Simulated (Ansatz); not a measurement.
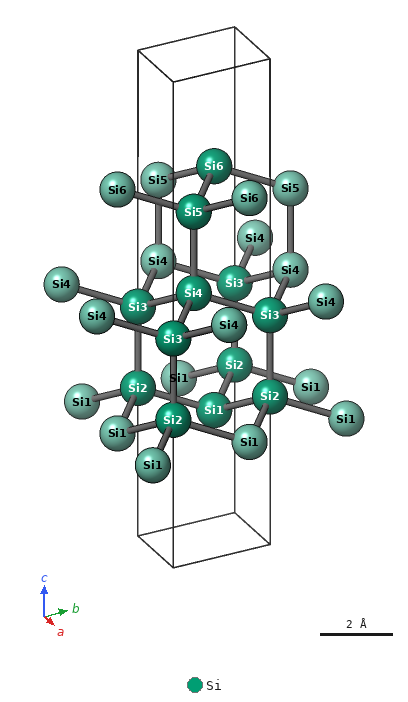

The input geometry (ball-and-stick view of the cell of the calculation, with the vacuum cut short, seen slightly off an axis; neighbours outside the cell are drawn fainter; atoms are numbered from 1 in the order of the input). An atom can appear more than once, as a periodic image. Near neighbours in the periodic cell (some may lie outside the picture): Si has 3 Si at 2.35 Å; Si has 4 Si at 2.35 Å.

**Geometry relaxation of Si (part 1 of 2)**

Si (slab, 6 atoms in the cell), computed with DFT PBEsol, scalar-relativistic, plane waves, PAW, no spin polarisation (Ansatz 0.2.0).

The structure derives from an entry of the Crystallography Open Database. The input holds or restrains some coordinates. Forces given for the steps count only the free coordinates. It belongs to a series of runs on one base structure; here: clean slab, lower half held. Figures and captions count atoms from 1; the log counts them from 0 in places.

**The input**
```yaml
crystal:
  lattice:
    - [3.8417168278, 0.0, 0.0]
    - [-1.9208584139, 3.327024367, 0.0]
    - [0.0, 0.0, 24.0576844733]
  atoms:
    - { symbol: Si, position: [0.3333333333, 0.6666666667, 0.3533174612] }
    - { symbol: Si, position: [0.0, 0.0, 0.3859135809] }
    - { symbol: Si, position: [0.0, 0.0, 0.4837019401] }
    - { symbol: Si, position: [0.6666666667, 0.3333333333, 0.5162980599] }
    - { symbol: Si, position: [0.6666666667, 0.3333333333, 0.6140864191] }
    - { symbol: Si, position: [0.3333333333, 0.6666666667, 0.6466825388] }
basis:
  ecutwfc: 420
kpoints:
  mp_grid: { grid: [9, 9, 1] }
hamiltonian:
  xc: pbesol
scf:
  occupations: { method: gaussian, width: 0.05 }
output:
  forces: true
  eigenvalues: true
  write_density: true
  write_potential: true
  elf: true
  volumetric_format: npy
relax:
  adjacent_minimum: "off"
  f_tol: 0.03
  max_steps: 70
  constraints: [{ sites: [0, 1, 2] }]
efield:
  axis: 3
  dipole_correction: true
  ramp_width: 0.04
```

Run as:
```bash
ansatz run input.yaml --threads 1 --pin off --max-ram 2560MiB --backend cpu --events-out ev --progress --plain --runs-dir out
```

**What the program printed**
```
Engine: ansatz 0.2.0, x86_64-unknown-linux-gnu
Pseudopotentials: kind: paw
Pseudopotential: Si, paw, valence charge 4, recommended cutoff 420 eV (normal), Si.paw.azcp
Functional definition: PBEsol
  exchange = pbesol_x
  correlation = pbesol_c
Crystal: 6 atoms, lattice volume = 307.493 Å³
Basis set: ecut = 420 eV, 5973 PW (Γ), exchange–correlation on 54×54×324 points (8 copies of the dense FFT grid, shifted against one another)
Bands: 18, of which v1, the nominal top of the filled ones, is band 12 counted from 1 (11 counted from 0)
Symmetry: 6 space group operations
k-points: 12 of 81 (time reversal used)
Non-local potential: Si, projectors of the file, l = 0: 2, l = 1: 2, l = 2: 2
PAW form: soft (Blöchl's): semilocal exchange-correlation on the pseudo side does not see the compensation charge
PAW frozen core: Si, regenerated for the run's functional, and the local potential with it (the file was generated under x = pbe(κ = 0.804, μ = 0.2195149727645171), c = pbe(β = 0.06672455060314922))
PAW one-centre angular grid: Si, 110 points (default); XC on 64 Gauss nodes
Initial density: superposition of atomic densities (neutral atoms: chi_scale 0, normalization atom), corrected by the library's trained network
Initial wavefunctions: pseudopotential atomic-orbital guess
Functional: x = pbesol(κ = 0.804, μ = 0.12345679012345678), c = pbesol(β = 0.046)
SCF iter   1: F=—  HF=-3726.370551 eV  |F-HF|=—  |Δ(HF+E_count)|=         —  Δρ=2.92e-3  dr2=6.72e-2  ethr=1.77e-3  p=0.000 e·Å  D=9.63e-14 V/Å  ΔV_dip=-0.00 eV  dr2_dipole=1.08e-6  V_vac-E_F(+/−)=4.99/4.99 eV  ⟨swp⟩=9.3  Hψ=1693  notcnv=0
efield: sawtooth ramp at fractional position 0.9800 (placed from the atoms, in the widest stretch of the axis that holds none; the zero of the levels goes with the place), width 0.0400; the density the first Hamiltonian is built on has a dipole p = 0.000 e·Å; the dipole correction subtracts the counter field D = 9.63e-14 V/Å, which shifts the + side's vacuum level by -0.00 eV against the − side's; the planar-averaged density in the ramp window peaks in size at 1.6e-5 e/Å³
preconditioner: auto → LDOS  [metal: Δε(μ)=0.028 eV  Ē_g=7.327 eV  σ=0.050 eV  W_gap=0.31  n_scr=12 (ndim 8)  ℏωp=10.4 eV  f_vac=0.525  D(μ)=4.09/eV (n_scr^D=10)  β→1.0]
SCF iter   2: F=—  HF=-3726.358395 eV  |F-HF|=—  |Δ(HF+E_count)|=   1.22e-2  Δρ=1.32e-3  dr2=1.83e-2  ethr=2.80e-4  p=-0.000 e·Å  D=-1.20e-5 V/Å  ΔV_dip=0.00 eV  dr2_dipole=2.12e-6  V_vac-E_F(+/−)=4.95/4.95 eV  ⟨swp⟩=3.0  Hψ=505  notcnv=0  defer=17
SCF iter   3: F=—  HF=-3726.356622 eV  |F-HF|=—  |Δ(HF+E_count)|=   1.77e-3  Δρ=6.14e-4  dr2=4.96e-3  ethr=7.61e-5  p=0.000 e·Å  D=5.09e-6 V/Å  ΔV_dip=-0.00 eV  dr2_dipole=5.00e-9  V_vac-E_F(+/−)=4.94/4.94 eV  ⟨swp⟩=2.5  Hψ=352  notcnv=0  defer=17
SCF iter   4: F=—  HF=-3726.356064 eV  |F-HF|=—  |Δ(HF+E_count)|=   5.57e-4  Δρ=2.64e-4  dr2=1.26e-3  ethr=2.06e-5  p=0.000 e·Å  D=3.53e-6 V/Å  ΔV_dip=-0.00 eV  dr2_dipole=9.81e-8  V_vac-E_F(+/−)=4.92/4.92 eV  ⟨swp⟩=1.7  Hψ=245  notcnv=0  defer=17
SCF iter   5: F=—  HF=-3726.355910 eV  |F-HF|=—  |Δ(HF+E_count)|=   1.55e-4  Δρ=6.01e-5  dr2=4.18e-5  ethr=5.26e-6  p=-0.000 e·Å  D=-4.25e-7 V/Å  ΔV_dip=0.00 eV  dr2_dipole=2.72e-11  V_vac-E_F(+/−)=4.91/4.91 eV  ⟨swp⟩=2.2  Hψ=242  notcnv=0  defer=17
SCF iter   6: F=-3726.355906 eV  HF=-3726.355908 eV  |F-HF|=2.16e-6  |Δ(HF+E_count)|=   1.78e-6  Δρ=1.40e-5  dr2=2.87e-6  ethr=9.38e-8  p=0.000 e·Å  D=2.44e-7 V/Å  ΔV_dip=-0.00 eV  dr2_dipole=5.53e-10  V_vac-E_F(+/−)=4.91/4.91 eV  ⟨swp⟩=20.1  Hψ=2456  notcnv=0
SCF 1 converged in 6 iterations: F = -3726.355906 eV  dr2 = 2.87e-6
  Residual-converged pass: ⟨swp⟩=1.0  Hψ=264  notcnv=0  max |occ|·‖R‖ = 7.0e-9 eV (tolerance 1.0e-8 eV)  dr2=2.87e-6  dr2_onsite=1.18e-8  max |Δocc| = 8.4e-10
  greatest PAW one-centre occupation: 0.666 electrons in one spin orbital (limit 2), on the Si atom at site 5 (counted from 0), in its partial waves of l = 0
relax step   1: F+E_penalty+E_count = -3726.35590568 eV  Δ(F+E_penalty+E_count) = +0.000e0 eV  max|allowed force component| = 7.673e-1 eV/Å  Δτ_max = 0.0000 Å  (6 SCF iters, dr2 threshold 2.25e-5 eV, accepted)
Initial density: handed on by an earlier stage of this run
Initial wavefunctions: those handed on with the density
iter 1 solved again at ethr=1.96e-3 eV; its pass at ethr=3.10e-3 eV (dr2=4.71e-1 eV) is discarded
SCF iter   1: F=—  HF=-3726.394196 eV  |F-HF|=—  |Δ(HF+E_count)|=         —  Δρ=2.39e-3  dr2=4.33e-1  ethr=1.96e-3  p=0.000 e·Å  D=2.44e-7 V/Å  ΔV_dip=-0.00 eV  dr2_dipole=2.39e-1  V_vac-E_F(+/−)=4.87/4.87 eV  ⟨swp⟩=1.0  Hψ=812  notcnv=0  defer=16
efield: sawtooth ramp at fractional position 0.9800 (handed on by an earlier solve), width 0.0400; the density the first Hamiltonian is built on has a dipole p = 0.000 e·Å; the dipole correction subtracts the counter field D = 2.44e-7 V/Å, which shifts the + side's vacuum level by -0.00 eV against the − side's; the planar-averaged density in the ramp window peaks in size at 1.4e-8 e/Å³
preconditioner: auto → LDOS  [metal: Δε(μ)=0.071 eV  Ē_g=7.359 eV  σ=0.050 eV  W_gap=0.48  n_scr=12 (ndim 8)  ℏωp=10.4 eV  f_vac=0.529  D(μ)=4.59/eV (n_scr^D=12)  β→1.0]
SCF iter   2: F=—  HF=-3726.387782 eV  |F-HF|=—  |Δ(HF+E_count)|=   6.41e-3  Δρ=8.33e-4  dr2=4.55e-2  ethr=1.81e-3  p=0.010 e·Å  D=6.06e-3 V/Å  ΔV_dip=-0.15 eV  dr2_dipole=2.54e-2  V_vac-E_F(+/−)=4.80/4.94 eV  ⟨swp⟩=1.0  Hψ=200  notcnv=0  defer=16
SCF iter   3: F=—  HF=-3726.387055 eV  |F-HF|=—  |Δ(HF+E_count)|=   7.28e-4  Δρ=7.52e-5  dr2=4.54e-5  ethr=1.90e-4  p=0.007 e·Å  D=4.18e-3 V/Å  ΔV_dip=-0.10 eV  dr2_dipole=1.05e-5  V_vac-E_F(+/−)=4.83/4.93 eV  ⟨swp⟩=1.2  Hψ=203  notcnv=0  defer=16
SCF iter   4: F=—  HF=-3726.386996 eV  |F-HF|=—  |Δ(HF+E_count)|=   5.87e-5  Δρ=3.19e-5  dr2=8.38e-6  ethr=1.53e-7  p=0.007 e·Å  D=3.96e-3 V/Å  ΔV_dip=-0.10 eV  dr2_dipole=5.39e-8  V_vac-E_F(+/−)=4.83/4.93 eV  ⟨swp⟩=23.6  Hψ=2797  notcnv=0
SCF iter   5: F=-3726.386994 eV  HF=-3726.386996 eV  |F-HF|=1.45e-6  |Δ(HF+E_count)|=   2.90e-7  Δρ=1.52e-5  dr2=2.36e-6  ethr=3.49e-8  p=0.007 e·Å  D=3.88e-3 V/Å  ΔV_dip=-0.09 eV  dr2_dipole=1.26e-9  V_vac-E_F(+/−)=4.83/4.93 eV  ⟨swp⟩=11.6  Hψ=1980  notcnv=0
SCF 2 converged in 5 iterations: F = -3726.386994 eV  dr2 = 2.36e-6
  greatest PAW one-centre occupation: 0.666 electrons in one spin orbital (limit 2), on the Si atom at site 0 (counted from 0), in its partial waves of l = 0
relax step   2: F+E_penalty+E_count = -3726.38699414 eV  Δ(F+E_penalty+E_count) = -3.109e-2 eV  max|allowed force component| = 3.100e-1 eV/Å  Δτ_max = 0.0657 Å  (5 SCF iters, dr2 threshold 3.68e-5 eV, accepted)
iter 1 solved again at ethr=3.01e-4 eV; its pass at ethr=3.10e-3 eV (dr2=7.22e-2 eV) is discarded
SCF iter   1: F=—  HF=-3726.393608 eV  |F-HF|=—  |Δ(HF+E_count)|=         —  Δρ=1.09e-3  dr2=6.69e-2  ethr=3.01e-4  p=0.007 e·Å  D=3.88e-3 V/Å  ΔV_dip=-0.09 eV  dr2_dipole=3.38e-2  V_vac-E_F(+/−)=4.82/4.91 eV  ⟨swp⟩=1.0  Hψ=770  notcnv=0  defer=16
efield: sawtooth ramp at fractional position 0.9800 (handed on by an earlier solve), width 0.0400; the density the first Hamiltonian is built on has a dipole p = 0.007 e·Å; the dipole correction subtracts the counter field D = 3.88e-3 V/Å, which shifts the + side's vacuum level by -0.09 eV against the − side's; the planar-averaged density in the ramp window peaks in size at 5.8e-8 e/Å³
preconditioner: auto → LDOS  [metal: Δε(μ)=0.021 eV  Ē_g=7.355 eV  σ=0.050 eV  W_gap=0.24  n_scr=12 (ndim 8)  ℏωp=10.4 eV  f_vac=0.529  D(μ)=4.95/eV (n_scr^D=12)  β→1.0]
SCF iter   2: F=—  HF=-3726.392137 eV  |F-HF|=—  |Δ(HF+E_count)|=   1.47e-3  Δρ=2.57e-4  dr2=1.23e-3  ethr=2.79e-4  p=0.010 e·Å  D=6.05e-3 V/Å  ΔV_dip=-0.15 eV  dr2_dipole=5.42e-4  V_vac-E_F(+/−)=4.79/4.94 eV  ⟨swp⟩=1.0  Hψ=200  notcnv=0  defer=16
SCF iter   3: F=—  HF=-3726.392109 eV  |F-HF|=—  |Δ(HF+E_count)|=   2.76e-5  Δρ=8.59e-5  dr2=1.76e-4  ethr=5.13e-6  p=0.010 e·Å  D=5.69e-3 V/Å  ΔV_dip=-0.14 eV  dr2_dipole=4.97e-5  V_vac-E_F(+/−)=4.80/4.94 eV  ⟨swp⟩=1.8  Hψ=258  notcnv=0  defer=16
SCF iter   4: F=—  HF=-3726.392097 eV  |F-HF|=—  |Δ(HF+E_count)|=   1.18e-5  Δρ=4.27e-5  dr2=3.51e-5  ethr=7.32e-7  p=0.009 e·Å  D=5.58e-3 V/Å  ΔV_dip=-0.13 eV  dr2_dipole=1.26e-6  V_vac-E_F(+/−)=4.80/4.94 eV  ⟨swp⟩=1.8  Hψ=245  notcnv=0  defer=16
SCF iter   5: F=-3726.392093 eV  HF=-3726.392095 eV  |F-HF|=1.20e-6  |Δ(HF+E_count)|=   2.78e-6  Δρ=9.53e-6  dr2=1.67e-6  ethr=2.50e-8  p=0.009 e·Å  D=5.50e-3 V/Å  ΔV_dip=-0.13 eV  dr2_dipole=1.84e-8  V_vac-E_F(+/−)=4.81/4.94 eV  ⟨swp⟩=18.4  Hψ=2342  notcnv=0
SCF 3 converged in 5 iterations: F = -3726.392093 eV  dr2 = 1.67e-6
relax step   3: F+E_penalty+E_count = -3726.39209332 eV  Δ(F+E_penalty+E_count) = -5.099e-3 eV  max|allowed force component| = 1.804e-2 eV/Å  Δτ_max = 0.0293 Å  (5 SCF iters, dr2 threshold 6.01e-6 eV, accepted)
iter 1 solved again at ethr=6.81e-9 eV; its pass at ethr=3.10e-3 eV (dr2=1.63e-6 eV) is discarded
SCF iter   1: F=—  HF=-3726.392135 eV  |F-HF|=—  |Δ(HF+E_count)|=         —  Δρ=9.47e-6  dr2=1.63e-6  ethr=6.81e-9  p=0.009 e·Å  D=5.50e-3 V/Å  ΔV_dip=-0.13 eV  dr2_dipole=2.75e-8  V_vac-E_F(+/−)=4.81/4.94 eV  ⟨swp⟩=1.0  Hψ=720  notcnv=0
efield: sawtooth ramp at fractional position 0.9800 (handed on by an earlier solve), width 0.0400; the density the first Hamiltonian is built on has a dipole p = 0.009 e·Å; the dipole correction subtracts the counter field D = 5.50e-3 V/Å, which shifts the + side's vacuum level by -0.13 eV against the − side's; the planar-averaged density in the ramp window peaks in size at 7.0e-8 e/Å³
preconditioner: auto → LDOS  [metal: Δε(μ)=0.028 eV  Ē_g=7.355 eV  σ=0.050 eV  W_gap=0.31  n_scr=12 (ndim 8)  ℏωp=10.4 eV  f_vac=0.528  D(μ)=4.88/eV (n_scr^D=12)  β→1.0]
SCF iter   2: F=—  HF=-3726.392095 eV  |F-HF|=—  |Δ(HF+E_count)|=   4.03e-5  Δρ=5.38e-6  dr2=5.74e-7  ethr=6.79e-9  p=0.009 e·Å  D=5.51e-3 V/Å  ΔV_dip=-0.13 eV  dr2_dipole=1.20e-9  V_vac-E_F(+/−)=4.81/4.94 eV  ⟨swp⟩=2.0  Hψ=314  notcnv=0
SCF iter   3: F=—  HF=-3726.392095 eV  |F-HF|=—  |Δ(HF+E_count)|=   8.85e-9  Δρ=3.43e-6  dr2=1.83e-7  ethr=2.39e-9  p=0.009 e·Å  D=5.51e-3 V/Å  ΔV_dip=-0.13 eV  dr2_dipole=1.26e-8  V_vac-E_F(+/−)=4.81/4.94 eV  ⟨swp⟩=2.7  Hψ=295  notcnv=0
SCF iter   4: F=-3726.392095 eV  HF=-3726.392095 eV  |F-HF|=1.48e-9  |Δ(HF+E_count)|=   8.93e-9  Δρ=8.53e-7  dr2=1.08e-8  ethr=4.17e-10  p=0.009 e·Å  D=5.51e-3 V/Å  ΔV_dip=-0.13 eV  dr2_dipole=4.32e-9  V_vac-E_F(+/−)=4.81/4.94 eV  ⟨swp⟩=11.6  Hψ=1572  notcnv=0
SCF 4 converged in 4 iterations: F = -3726.392095 eV  dr2 = 1.08e-8
relax step   4: F+E_penalty+E_count = -3726.39209456 eV  Δ(F+E_penalty+E_count) = -1.242e-6 eV  max|allowed force component| = 1.820e-2 eV/Å  Δτ_max = 0.0000 Å  (4 SCF iters, accepted)
```

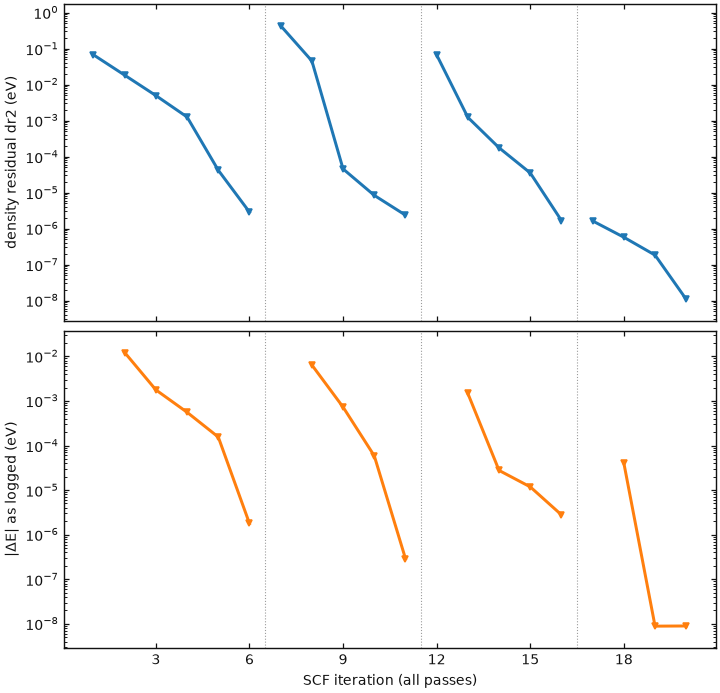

Convergence of the self-consistent field: density residual dr2 and size of the energy change against the SCF iteration. The dotted lines part the SCF passes of the relaxation: geometry steps, rejected trials and re-solves on a re-selected basis. The passes take 6, 5, 5 and 4 iterations.

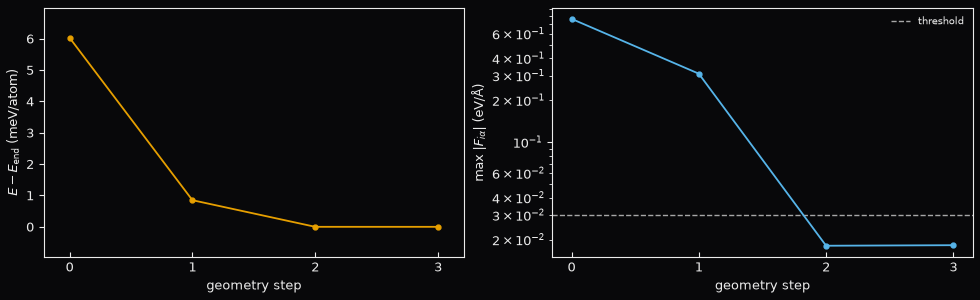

Progress of the restrained relaxation, step by step (the first geometry is step 0 here and step 1 in the log).
